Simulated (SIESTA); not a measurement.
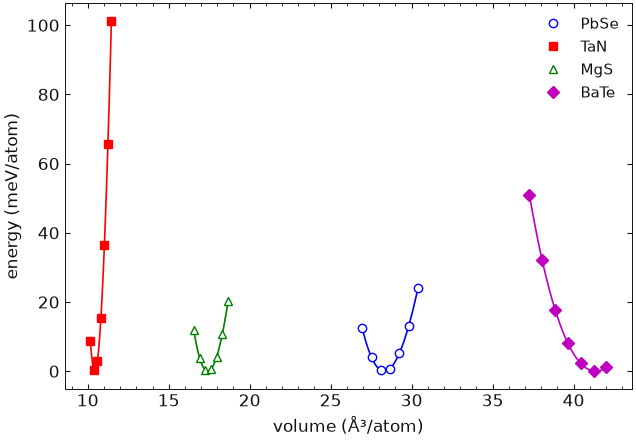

Computed with SIESTA 5.4.2: DFT in numerical atomic orbitals with pseudopotentials, no spin polarisation; energies at scaled volumes of the given cell, shape and fractions fixed, counted from the fit's minimum, third-order Birch-Murnaghan fit. Level: LDA.

occupations Fermi–Dirac; smearing width 0.05 eV; potentials PseudoDojo 0.4 standard, converted to PSML, two zetas on semicore shells.

Caption: Energy against volume, with one curve for each compound, for BaTe, MgS, PbSe and TaN (all in space group Fm-3m (No. 225)).

Settings that differ: PbSe: k mesh 8×8×8; TaN: k mesh 10×10×10; MgS: k mesh 9×9×9; BaTe: k mesh 7×7×7.

The fitted equilibrium volumes, smallest first, are TaN 10.434, MgS 17.413, PbSe 28.304, BaTe 41.369 Å³/atom. The fitted bulk moduli, smallest first, are BaTe 33.6, PbSe 56.8, MgS 81.3, TaN 384.1 GPa.

Keep in mind: mulliken charges of long orbitals; short basis over semicore shells (TaN); spin-orbit coupling left out, heavy elements (PbSe).
